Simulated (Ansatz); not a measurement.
WSe2

```yaml
crystal:
  lattice:
    - [-4.90673, -2.83290, 0.00000]
    - [1.63558, -2.83290, 0.00000]
    - [0.81795, 0.47224, 13.22067]
  atoms:
    - { symbol: W, position: [0.37501, 0.50000, 0.75000] }
    - { symbol: W, position: [0.87501, 0.00000, 0.75000] }
    - { symbol: W, position: [0.12499, 0.00000, 0.25000] }
    - { symbol: W, position: [0.62499, 0.50000, 0.25000] }
    - { symbol: Se, position: [0.27055, 0.50000, 0.12339] }
    - { symbol: Se, position: [0.77055, 0.00000, 0.12339] }
    - { symbol: Se, position: [0.18724, 0.00000, 0.62339] }
    - { symbol: Se, position: [0.68724, 0.50000, 0.62339] }
    - { symbol: Se, position: [0.31276, 0.50000, 0.37661] }
    - { symbol: Se, position: [0.81276, 0.00000, 0.37661] }
    - { symbol: Se, position: [0.22945, 0.00000, 0.87661] }
    - { symbol: Se, position: [0.72945, 0.50000, 0.87661] }
```

Space group C2/m.

Theory: DFT PBEsol, scalar-relativistic, plane waves, PAW (Ansatz 0.2.0).

What will maps of the valence pseudo-density and electron localisation function show?

W–Se (2.52 Å): ρ is about 0.56 e/Å³ halfway; the ELF is about 0.55 at the midpoint.

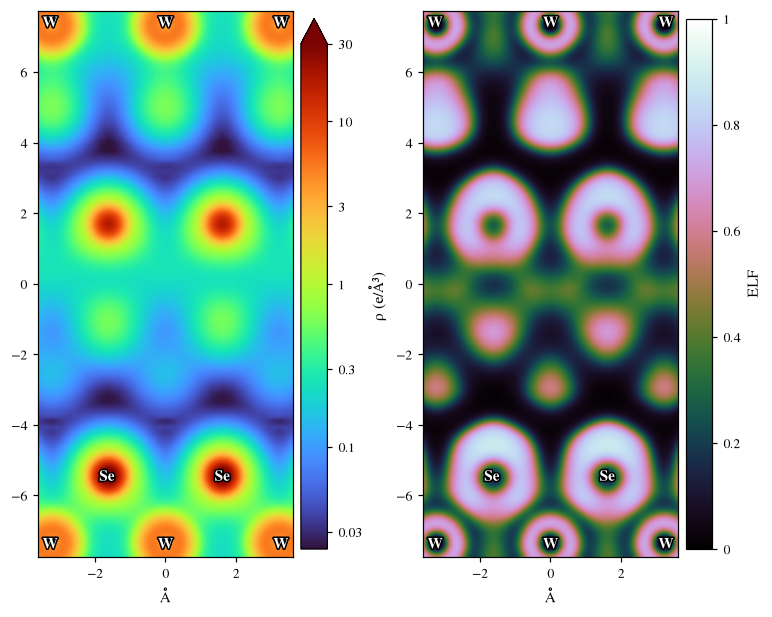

Computed valence pseudo-density and electron localisation function on the (101) plane of the conventional cell, in this order. Atoms just off the plane (Se, 0.3 Å away) can leave unmarked features too.

Core electrons are frozen (PAW), and the valence fields are smoothed inside the atomic spheres.
